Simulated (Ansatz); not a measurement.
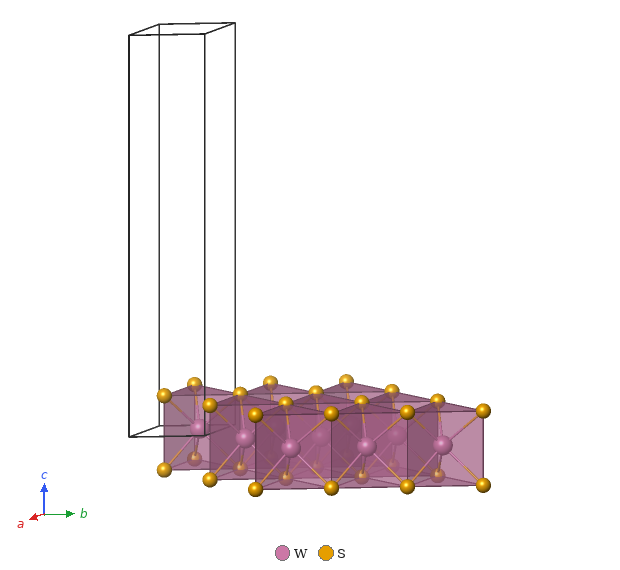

Polyhedra are drawn about W (bonds: S–W below 2.7 Å); other atoms are plain spheres.

The compound is WS2 (space group P-6m2, No. 187), taken as the end point of a relaxation in a fixed cell with DFT PBE+D3(BJ), scalar-relativistic, plane waves, PAW (Ansatz).

Sharing among the drawn polyhedra:

| site | polyhedron | corner-sharing neighbours | edge-sharing | face-sharing | bond (Å) |
| --- | --- | --- | --- | --- | --- |
| W | WS6 trigonal prism | 0 | 6 | 0 | 2.42 |

They form layers of edge-sharing trigonal prisms parallel to (001).
